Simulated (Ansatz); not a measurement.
# Run report: EuO, single-point calculation (part 2 of 3)

The same run, continued: EuO (slab, 8 atoms in the cell); DFT, PBE, dispersion d4, plane waves, PAW, spin-polarised (Ansatz 0.2.0); cutoff 420 eV, 12×12×1 k-mesh, Gaussian smearing of 0.1 eV, collinear spins. 

Geometry of the input (Å; fractional positions):
```
3.5788  0.0000  0.0000
-1.7894  3.0994  0.0000
0.0000  0.0000  25.2274
Eu 0.3333  0.6667  0.2973
O  0.6667  0.3333  0.3552
Eu 0.0000  0.0000  0.4131
O  0.3333  0.6667  0.4710
Eu 0.6667  0.3333  0.5290
O  0.0000  0.0000  0.5869
Eu 0.3333  0.6667  0.6448
O  0.6667  0.3333  0.7027
```

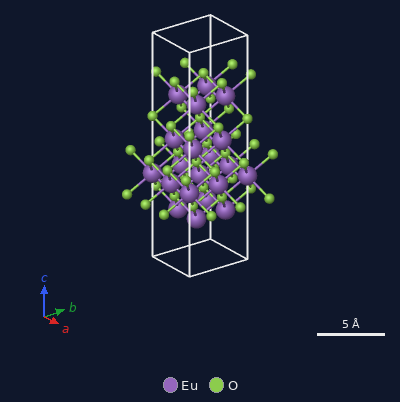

Figure 1. The input geometry (ball-and-stick view of the 2 × 2 repeat of the cell, with the vacuum cut short, seen slightly off an axis; bonded neighbours outside the cell are drawn too).

**Output, continued**
```
SCF iter   1: F=—  HF=-37344.468358 eV  |F-HF|=—  |Δ(HF+E_count)|=         —  Δρ=2.22e-1 (↑2.22e-1 ↓1.87e-1)  dr2=6.88e1  dr2_m=1.02e2  M=28.000 μB ∫|m|=28.718 μB  β_m=1.00  ethr=3.10e-3  p=0.000 e·Å  D=1.08e-7 V/Å  ΔV_dip=-0.00 eV  dr2_dipole=3.65e1  V_vac-E_F(+/−)=8.32/8.32 eV  ⟨swp⟩=5.8  Hψ=11157  notcnv=0  defer=4
efield: sawtooth ramp at fractional position 0.9800 (placed from the atoms, in the widest stretch of the axis that holds none; the zero of the levels goes with the place), width 0.0400; the density the first Hamiltonian is built on has a dipole p = 0.000 e·Å; the dipole correction subtracts the counter field D = 1.08e-7 V/Å, which shifts the + side's vacuum level by -0.00 eV against the − side's; the planar-averaged density in the ramp window peaks in size at 6.0e-7 e/Å³
preconditioner: auto → LDOS  [metal: Δε(μ)=0.058 eV  Ē_g=12.229 eV  σ=0.100 eV  W_gap=0.32  n_scr=72 (ndim 8)  ℏωp=20.3 eV  f_vac=0.463  D(μ)=3.39/eV (n_scr^D=10)]
spin=Collinear: LDOS preconditioning applied to the charge; magnetization (m = ρ↑ − ρ↓) channel mixes plain (no charge-response kernel on spin).
SCF iter   2: F=—  HF=-37314.420411 eV  |F-HF|=—  |Δ(HF+E_count)|=    3.00e1  Δρ=7.13e-2 (↑7.13e-2 ↓2.12e-2)  dr2=6.27e1  dr2_m=2.58e0  M=25.679 μB ∫|m|=27.029 μB  β_m=0.30  ethr=3.10e-3  p=-0.485 e·Å  D=-3.13e-1 V/Å  ΔV_dip=7.90 eV  dr2_dipole=1.34e1  V_vac-E_F(+/−)=9.56/1.66 eV  ⟨swp⟩=7.7  Hψ=10820  notcnv=0  defer=284  κ⁻¹=1.0e0(r=1)
SCF iter   3: F=—  HF=-37328.971853 eV  |F-HF|=—  |Δ(HF+E_count)|=    1.46e1  Δρ=3.27e-2 (↑3.27e-2 ↓2.18e-2)  dr2=2.71e1  dr2_m=1.07e0  M=27.869 μB ∫|m|=28.560 μB  β_m=1.00  ethr=3.10e-3  p=-0.239 e·Å  D=-1.54e-1 V/Å  ΔV_dip=3.89 eV  dr2_dipole=1.91e1  V_vac-E_F(+/−)=8.77/4.88 eV  ⟨swp⟩=5.8  Hψ=7776  notcnv=0  defer=251  κ⁻¹=8.8e-3(r=2)
SCF iter   4: F=—  HF=-37335.295136 eV  |F-HF|=—  |Δ(HF+E_count)|=    6.32e0  Δρ=1.72e-2 (↑1.72e-2 ↓9.88e-3)  dr2=1.24e0  dr2_m=2.62e-1  M=27.228 μB ∫|m|=28.498 μB  β_m=0.30  ethr=3.10e-3  p=-0.364 e·Å  D=-2.35e-1 V/Å  ΔV_dip=5.94 eV  dr2_dipole=1.80e-1  V_vac-E_F(+/−)=9.13/3.19 eV  ⟨swp⟩=4.9  Hψ=6406  notcnv=0  defer=253  κ⁻¹=8.1e-3(r=3)
SCF iter   5: F=—  HF=-37340.811190 eV  |F-HF|=—  |Δ(HF+E_count)|=    5.52e0  Δρ=1.68e-2 (↑1.68e-2 ↓7.52e-3)  dr2=1.28e0  dr2_m=2.66e-1  M=27.193 μB ∫|m|=28.614 μB  β_m=0.30  ethr=1.35e-3  p=-0.360 e·Å  D=-2.33e-1 V/Å  ΔV_dip=5.87 eV  dr2_dipole=5.38e-1  V_vac-E_F(+/−)=8.99/3.12 eV  ⟨swp⟩=3.9  Hψ=6627  notcnv=0  defer=244  κ⁻¹=1.2e-3(r=4)
SCF iter   6: F=—  HF=-37343.378009 eV  |F-HF|=—  |Δ(HF+E_count)|=    2.57e0  Δρ=1.51e-2 (↑1.51e-2 ↓6.29e-3)  dr2=1.72e0  dr2_m=1.72e-1  M=27.274 μB ∫|m|=28.766 μB  β_m=0.30  ethr=1.35e-3  p=-0.352 e·Å  D=-2.28e-1 V/Å  ΔV_dip=5.74 eV  dr2_dipole=8.18e-1  V_vac-E_F(+/−)=8.91/3.17 eV  ⟨swp⟩=3.2  Hψ=4592  notcnv=0  defer=239  κ⁻¹=2.8e-5(r=5)
SCF iter   7: F=—  HF=-37344.728376 eV  |F-HF|=—  |Δ(HF+E_count)|=    1.35e0  Δρ=1.78e-2 (↑1.78e-2 ↓4.92e-3)  dr2=1.50e0  dr2_m=2.27e-1  M=27.217 μB ∫|m|=28.319 μB  β_m=0.30  ethr=1.35e-3  p=-0.312 e·Å  D=-2.02e-1 V/Å  ΔV_dip=5.09 eV  dr2_dipole=1.33e-1  V_vac-E_F(+/−)=8.38/3.29 eV  ⟨swp⟩=4.5  Hψ=5859  notcnv=0  defer=246  κ⁻¹=2.8e-5(r=6)
SCF iter   8: F=—  HF=-37345.323110 eV  |F-HF|=—  |Δ(HF+E_count)|=   5.95e-1  Δρ=1.74e-2 (↑1.74e-2 ↓4.84e-3)  dr2=2.12e0  dr2_m=1.67e-1  M=27.257 μB ∫|m|=28.333 μB  β_m=0.30  ethr=1.35e-3  p=-0.305 e·Å  D=-1.97e-1 V/Å  ΔV_dip=4.98 eV  dr2_dipole=2.75e-1  V_vac-E_F(+/−)=8.28/3.31 eV  ⟨swp⟩=2.0  Hψ=3689  notcnv=0  defer=225  κ⁻¹=9.6e-6(r=7)
SCF iter   9: F=—  HF=-37345.558452 eV  |F-HF|=—  |Δ(HF+E_count)|=   2.35e-1  Δρ=7.32e-3 (↑7.32e-3 ↓4.85e-3)  dr2=4.35e-1  dr2_m=2.73e-2  M=27.334 μB ∫|m|=28.559 μB  β_m=0.30  ethr=1.35e-3  p=-0.314 e·Å  D=-2.03e-1 V/Å  ΔV_dip=5.13 eV  dr2_dipole=1.46e-2  V_vac-E_F(+/−)=8.44/3.31 eV  ⟨swp⟩=3.2  Hψ=3752  notcnv=0  defer=231  κ⁻¹=3.9e-6(r=8)
SCF iter  10: F=—  HF=-37345.709194 eV  |F-HF|=—  |Δ(HF+E_count)|=   1.51e-1  Δρ=6.80e-3 (↑6.80e-3 ↓4.71e-3)  dr2=3.77e-1  dr2_m=2.11e-2  M=27.362 μB ∫|m|=28.615 μB  β_m=0.30  ethr=4.73e-4  p=-0.315 e·Å  D=-2.03e-1 V/Å  ΔV_dip=5.13 eV  dr2_dipole=4.83e-3  V_vac-E_F(+/−)=8.44/3.31 eV  ⟨swp⟩=1.6  Hψ=3203  notcnv=0  defer=225  κ⁻¹=7.0e-8(r=8)
SCF iter  11: F=—  HF=-37345.798025 eV  |F-HF|=—  |Δ(HF+E_count)|=   8.88e-2  Δρ=1.06e-2 (↑1.06e-2 ↓4.42e-3)  dr2=6.56e-1  dr2_m=6.63e-2  M=27.316 μB ∫|m|=28.577 μB  β_m=0.30  ethr=4.10e-4  p=-0.317 e·Å  D=-2.05e-1 V/Å  ΔV_dip=5.18 eV  dr2_dipole=1.01e-2  V_vac-E_F(+/−)=8.46/3.29 eV  ⟨swp⟩=3.7  Hψ=4556  notcnv=0  defer=243  κ⁻¹=4.1e-7(r=8)
SCF iter  12: F=—  HF=-37345.821603 eV  |F-HF|=—  |Δ(HF+E_count)|=   2.36e-2  Δρ=8.30e-3 (↑8.30e-3 ↓4.22e-3)  dr2=3.92e-1  dr2_m=5.47e-2  M=27.468 μB ∫|m|=28.821 μB  β_m=0.30  ethr=4.10e-4  p=-0.308 e·Å  D=-1.99e-1 V/Å  ΔV_dip=5.02 eV  dr2_dipole=3.78e-2  V_vac-E_F(+/−)=8.48/3.46 eV  ⟨swp⟩=3.2  Hψ=4534  notcnv=0  defer=237  κ⁻¹=3.2e-6(r=8)
SCF iter  13: F=—  HF=-37345.848651 eV  |F-HF|=—  |Δ(HF+E_count)|=   2.70e-2  Δρ=9.33e-3 (↑9.33e-3 ↓3.55e-3)  dr2=4.76e-1  dr2_m=6.93e-2  M=27.462 μB ∫|m|=28.957 μB  β_m=0.30  ethr=4.10e-4  p=-0.314 e·Å  D=-2.03e-1 V/Å  ΔV_dip=5.11 eV  dr2_dipole=2.88e-2  V_vac-E_F(+/−)=8.53/3.41 eV  ⟨swp⟩=2.4  Hψ=3422  notcnv=0  defer=232  κ⁻¹=4.5e-6(r=8)
SCF iter  14: F=—  HF=-37345.874117 eV  |F-HF|=—  |Δ(HF+E_count)|=   2.55e-2  Δρ=1.11e-2 (↑1.11e-2 ↓2.95e-3)  dr2=7.82e-1  dr2_m=9.06e-2  M=27.484 μB ∫|m|=29.094 μB  β_m=1.00  ethr=4.10e-4  p=-0.312 e·Å  D=-2.02e-1 V/Å  ΔV_dip=5.10 eV  dr2_dipole=1.22e-1  V_vac-E_F(+/−)=8.52/3.42 eV  ⟨swp⟩=2.2  Hψ=3204  notcnv=0  defer=231  κ⁻¹=3.5e-6(r=8)
SCF iter  15: F=—  HF=-37345.864805 eV  |F-HF|=—  |Δ(HF+E_count)|=   9.31e-3  Δρ=7.02e-3 (↑7.02e-3 ↓2.58e-3)  dr2=4.32e-1  dr2_m=2.62e-2  M=27.519 μB ∫|m|=29.126 μB  β_m=1.20  ethr=4.10e-4  p=-0.305 e·Å  D=-1.97e-1 V/Å  ΔV_dip=4.98 eV  dr2_dipole=3.93e-2  V_vac-E_F(+/−)=8.42/3.44 eV  ⟨swp⟩=2.7  Hψ=3571  notcnv=0  defer=234
Mixer restart at iter 15: flushing history
spin-set hold released at iteration 15 (site moments' squared step at or under half its running peak, from the soft ceiling on): the magnetisation degrees of freedom join the quasi-Newton model from the next iteration; the mixer history was flushed
SCF iter  16: F=—  HF=-37345.852881 eV  |F-HF|=—  |Δ(HF+E_count)|=   1.19e-2  Δρ=4.34e-3 (↑1.32e-3 ↓4.34e-3)  dr2=1.85e-1  dr2_m=9.83e-3  M=27.520 μB ∫|m|=29.125 μB  β_m=0.28  ethr=4.10e-4  p=-0.305 e·Å  D=-1.97e-1 V/Å  ΔV_dip=4.98 eV  dr2_dipole=1.76e-2  V_vac-E_F(+/−)=8.41/3.43 eV  ⟨swp⟩=2.2  Hψ=3497  notcnv=0  defer=235
density mixer auto → msr1: a metal under ldos (density of states about μ 3.00 of a free-electron gas's, 72 screened modes)
SCF iter  17: F=—  HF=-37345.854544 eV  |F-HF|=—  |Δ(HF+E_count)|=   1.66e-3  Δρ=4.18e-3 (↑1.52e-3 ↓4.18e-3)  dr2=7.27e-2  dr2_m=1.95e-2  M=27.531 μB ∫|m|=29.128 μB  β_m=0.28  ethr=2.01e-4  p=-0.305 e·Å  D=-1.97e-1 V/Å  ΔV_dip=4.97 eV  dr2_dipole=6.47e-3  V_vac-E_F(+/−)=8.40/3.43 eV  ⟨swp⟩=2.4  Hψ=3133  notcnv=0  defer=230
SCF iter  18: F=—  HF=-37345.862930 eV  |F-HF|=—  |Δ(HF+E_count)|=   8.39e-3  Δρ=4.45e-3 (↑4.45e-3 ↓2.64e-3)  dr2=2.28e-2  dr2_m=3.04e-2  M=27.528 μB ∫|m|=29.091 μB  β_m=0.46  ethr=7.90e-5  p=-0.304 e·Å  D=-1.97e-1 V/Å  ΔV_dip=4.96 eV  dr2_dipole=3.68e-3  V_vac-E_F(+/−)=8.37/3.41 eV  ⟨swp⟩=2.4  Hψ=4015  notcnv=0  defer=228
SCF iter  19: F=—  HF=-37345.865290 eV  |F-HF|=—  |Δ(HF+E_count)|=   2.36e-3  Δρ=1.77e-3 (↑1.77e-3 ↓2.25e-4)  dr2=2.14e-2  dr2_m=2.24e-3  M=27.551 μB ∫|m|=29.100 μB  β_m=0.56  ethr=2.48e-5  p=-0.303 e·Å  D=-1.96e-1 V/Å  ΔV_dip=4.95 eV  dr2_dipole=8.09e-3  V_vac-E_F(+/−)=8.37/3.42 eV  ⟨swp⟩=2.4  Hψ=4887  notcnv=0  defer=227
SCF iter  20: F=—  HF=-37345.865219 eV  |F-HF|=—  |Δ(HF+E_count)|=   7.07e-5  Δρ=7.54e-4 (↑7.54e-4 ↓1.80e-4)  dr2=5.18e-3  dr2_m=3.95e-4  M=27.551 μB ∫|m|=29.110 μB  β_m=0.54  ethr=2.32e-5  p=-0.304 e·Å  D=-1.97e-1 V/Å  ΔV_dip=4.96 eV  dr2_dipole=1.76e-3  V_vac-E_F(+/−)=8.38/3.42 eV  ⟨swp⟩=1.9  Hψ=2954  notcnv=0  defer=228
SCF iter  21: F=—  HF=-37345.865227 eV  |F-HF|=—  |Δ(HF+E_count)|=   8.32e-6  Δρ=4.39e-4 (↑4.39e-4 ↓2.00e-4)  dr2=1.90e-3  dr2_m=1.80e-4  M=27.550 μB ∫|m|=29.108 μB  β_m=0.48  ethr=5.63e-6  p=-0.304 e·Å  D=-1.97e-1 V/Å  ΔV_dip=4.97 eV  dr2_dipole=1.00e-3  V_vac-E_F(+/−)=8.38/3.41 eV  ⟨swp⟩=1.3  Hψ=2696  notcnv=0  defer=227
SCF iter  22: F=—  HF=-37345.865241 eV  |F-HF|=—  |Δ(HF+E_count)|=   1.38e-5  Δρ=1.27e-4 (↑5.86e-5 ↓1.27e-4)  dr2=2.83e-4  dr2_m=1.29e-5  M=27.555 μB ∫|m|=29.117 μB  β_m=0.55  ethr=2.07e-6  p=-0.305 e·Å  D=-1.97e-1 V/Å  ΔV_dip=4.97 eV  dr2_dipole=1.87e-4  V_vac-E_F(+/−)=8.38/3.41 eV  ⟨swp⟩=1.3  Hψ=2720  notcnv=0  defer=227
SCF iter  23: F=—  HF=-37345.865276 eV  |F-HF|=—  |Δ(HF+E_count)|=   3.47e-5  Δρ=7.04e-5 (↑7.04e-5 ↓4.61e-5)  dr2=4.28e-5  dr2_m=5.64e-6  M=27.559 μB ∫|m|=29.122 μB  β_m=0.52  ethr=3.07e-7  p=-0.305 e·Å  D=-1.97e-1 V/Å  ΔV_dip=4.97 eV  dr2_dipole=2.61e-5  V_vac-E_F(+/−)=8.38/3.41 eV  ⟨swp⟩=2.0  Hψ=3267  notcnv=0  defer=227
SCF iter  24: F=—  HF=-37345.865366 eV  |F-HF|=—  |Δ(HF+E_count)|=   9.06e-5  Δρ=3.11e-5 (↑3.11e-5 ↓2.97e-5)  dr2=1.49e-5  dr2_m=1.94e-6  M=27.563 μB ∫|m|=29.128 μB  β_m=0.76  ethr=4.65e-8  p=-0.305 e·Å  D=-1.97e-1 V/Å  ΔV_dip=4.98 eV  dr2_dipole=1.30e-5  V_vac-E_F(+/−)=8.38/3.40 eV  ⟨swp⟩=2.2  Hψ=3785  notcnv=0  defer=227
SCF iter  25: F=—  HF=-37345.865388 eV  |F-HF|=—  |Δ(HF+E_count)|=   2.18e-5  Δρ=2.89e-5 (↑2.89e-5 ↓1.96e-5)  dr2=5.28e-6  dr2_m=9.75e-7  M=27.569 μB ∫|m|=29.135 μB  β_m=0.86  ethr=1.61e-8  p=-0.305 e·Å  D=-1.97e-1 V/Å  ΔV_dip=4.98 eV  dr2_dipole=2.06e-7  V_vac-E_F(+/−)=8.38/3.40 eV  ⟨swp⟩=2.4  Hψ=3784  notcnv=0  defer=227
SCF iter  26: F=—  HF=-37345.865404 eV  |F-HF|=—  |Δ(HF+E_count)|=   1.62e-5  Δρ=4.41e-5 (↑4.41e-5 ↓2.09e-5)  dr2=1.97e-5  dr2_m=1.07e-6  M=27.576 μB ∫|m|=29.142 μB  β_m=0.70  ethr=5.74e-9  p=-0.306 e·Å  D=-1.98e-1 V/Å  ΔV_dip=4.99 eV  dr2_dipole=9.24e-6  V_vac-E_F(+/−)=8.38/3.39 eV  ⟨swp⟩=2.9  Hψ=4596  notcnv=0  defer=227  recentre
SCF iter  27: F=—  HF=-37345.865408 eV  |F-HF|=—  |Δ(HF+E_count)|=   3.95e-6  Δρ=1.76e-5 (↑1.28e-5 ↓1.76e-5)  dr2=3.63e-6  dr2_m=2.53e-7  M=27.579 μB ∫|m|=29.145 μB  β_m=0.85  ethr=5.74e-9  p=-0.306 e·Å  D=-1.98e-1 V/Å  ΔV_dip=4.99 eV  dr2_dipole=2.13e-8  V_vac-E_F(+/−)=8.38/3.38 eV  ⟨swp⟩=2.6  Hψ=4174  notcnv=0  defer=227
SCF iter  28: F=—  HF=-37345.865410 eV  |F-HF|=—  |Δ(HF+E_count)|=   1.92e-6  Δρ=1.98e-5 (↑1.98e-5 ↓1.29e-5)  dr2=2.36e-6  dr2_m=3.10e-7  M=27.580 μB ∫|m|=29.146 μB  β_m=0.70  ethr=3.94e-9  p=-0.306 e·Å  D=-1.98e-1 V/Å  ΔV_dip=4.99 eV  dr2_dipole=6.02e-7  V_vac-E_F(+/−)=8.38/3.38 eV  ⟨swp⟩=2.3  Hψ=3671  notcnv=0  defer=227
SCF iter  29: F=—  HF=-37345.865412 eV  |F-HF|=—  |Δ(HF+E_count)|=   2.01e-6  Δρ=1.53e-5 (↑1.53e-5 ↓3.64e-6)  dr2=2.98e-6  dr2_m=1.76e-7  M=27.583 μB ∫|m|=29.147 μB  β_m=0.77  ethr=2.57e-9  p=-0.306 e·Å  D=-1.98e-1 V/Å  ΔV_dip=5.00 eV  dr2_dipole=1.95e-6  V_vac-E_F(+/−)=8.38/3.38 eV  ⟨swp⟩=2.7  Hψ=4098  notcnv=0  defer=227
SCF iter  30: F=—  HF=-37345.865412 eV  |F-HF|=—  |Δ(HF+E_count)|=   2.20e-7  Δρ=9.79e-6 (↑9.79e-6 ↓4.07e-6)  dr2=4.88e-7  dr2_m=9.03e-8  M=27.584 μB ∫|m|=29.149 μB  β_m=0.84  ethr=2.57e-9  p=-0.306 e·Å  D=-1.98e-1 V/Å  ΔV_dip=5.00 eV  dr2_dipole=2.21e-7  V_vac-E_F(+/−)=8.38/3.38 eV  ⟨swp⟩=1.7  Hψ=2793  notcnv=0  defer=227
SCF iter  31: F=—  HF=-37345.865412 eV  |F-HF|=—  |Δ(HF+E_count)|=   1.46e-7  Δρ=5.54e-6 (↑5.54e-6 ↓2.78e-6)  dr2=2.03e-7  dr2_m=1.82e-8  M=27.585 μB ∫|m|=29.150 μB  β_m=0.92  ethr=5.31e-10  p=-0.306 e·Å  D=-1.98e-1 V/Å  ΔV_dip=5.00 eV  dr2_dipole=3.64e-8  V_vac-E_F(+/−)=8.38/3.38 eV  ⟨swp⟩=2.7  Hψ=3880  notcnv=0  defer=227
SCF iter  32: F=—  HF=-37345.865412 eV  |F-HF|=—  |Δ(HF+E_count)|=   3.53e-8  Δρ=6.92e-6 (↑6.92e-6 ↓2.04e-6)  dr2=1.77e-7  dr2_m=3.69e-8  M=27.585 μB ∫|m|=29.150 μB  β_m=0.71  ethr=2.21e-10  p=-0.307 e·Å  D=-1.98e-1 V/Å  ΔV_dip=5.00 eV  dr2_dipole=5.62e-11  V_vac-E_F(+/−)=8.38/3.38 eV  ⟨swp⟩=2.4  Hψ=3701  notcnv=0  defer=227
iter 33 met the thresholds in force, and the SCF goes on: an eigenvalue changes by 1.45 meV, over its tolerance of 0.50 meV (output.eigenvalues, Limitations)
SCF iter  33: F=-37345.865412 eV  HF=-37345.865413 eV  |F-HF|=2.53e-8  |Δ(HF+E_count)|=   6.78e-9  Δρ=2.32e-6 (↑2.32e-6 ↓1.24e-6)  dr2=3.13e-8  dr2_m=4.29e-9  M=27.585 μB ∫|m|=29.150 μB  β_m=0.84  ethr=1.09e-10  p=-0.307 e·Å  D=-1.98e-1 V/Å  ΔV_dip=5.00 eV  dr2_dipole=9.94e-10  V_vac-E_F(+/−)=8.38/3.38 eV  ⟨swp⟩=20.9  Hψ=19355  notcnv=0
iter 34 met the thresholds in force, and the SCF goes on: an eigenvalue changes by 2.40 meV, over its tolerance of 0.50 meV (output.eigenvalues, Limitations)
SCF iter  34: F=-37345.865412 eV  HF=-37345.865413 eV  |F-HF|=7.50e-8  |Δ(HF+E_count)|=   2.44e-9  Δρ=2.99e-6 (↑2.99e-6 ↓1.07e-6)  dr2=5.63e-8  dr2_m=7.94e-9  M=27.585 μB ∫|m|=29.150 μB  β_m=1.00  ethr=3.40e-11  p=-0.307 e·Å  D=-1.98e-1 V/Å  ΔV_dip=5.00 eV  dr2_dipole=2.48e-8  V_vac-E_F(+/−)=8.38/3.38 eV  ⟨swp⟩=2.7  Hψ=8370  notcnv=0
Mixer restart at iter 34: flushing history
SCF iter  35: F=-37345.863125 eV  HF=-37345.865425 eV  |F-HF|=2.30e-3  |Δ(HF+E_count)|=   1.23e-5  Δρ=2.55e-4 (↑2.55e-4 ↓1.45e-5)  dr2=1.40e-3  dr2_m=4.06e-5  M=27.581 μB ∫|m|=29.152 μB  β_m=1.00  ethr=3.40e-11  p=-0.307 e·Å  D=-1.98e-1 V/Å  ΔV_dip=5.01 eV  dr2_dipole=9.05e-4  V_vac-E_F(+/−)=8.38/3.37 eV  ⟨swp⟩=4.2  Hψ=6241  notcnv=0  κ⁻¹=1.0e0(r=1)
SCF iter  36: F=-37345.865393 eV  HF=-37345.865413 eV  |F-HF|=1.96e-5  |Δ(HF+E_count)|=   1.19e-5  Δρ=3.42e-5 (↑3.42e-5 ↓3.46e-6)  dr2=1.56e-5  dr2_m=7.08e-7  M=27.585 μB ∫|m|=29.151 μB  β_m=1.00  ethr=3.40e-11  p=-0.307 e·Å  D=-1.98e-1 V/Å  ΔV_dip=5.00 eV  dr2_dipole=4.01e-6  V_vac-E_F(+/−)=8.38/3.38 eV  ⟨swp⟩=4.6  Hψ=6559  notcnv=0  κ⁻¹=1.5e-3(r=2)
SCF iter  37: F=-37345.865411 eV  HF=-37345.865413 eV  |F-HF|=1.84e-6  |Δ(HF+E_count)|=   2.81e-7  Δρ=1.60e-5 (↑1.60e-5 ↓1.18e-6)  dr2=1.72e-6  dr2_m=1.59e-7  M=27.585 μB ∫|m|=29.150 μB  β_m=1.00  ethr=3.40e-11  p=-0.307 e·Å  D=-1.98e-1 V/Å  ΔV_dip=5.00 eV  dr2_dipole=8.05e-8  V_vac-E_F(+/−)=8.38/3.38 eV  ⟨swp⟩=2.8  Hψ=4398  notcnv=0  κ⁻¹=5.3e-5(r=3)
```
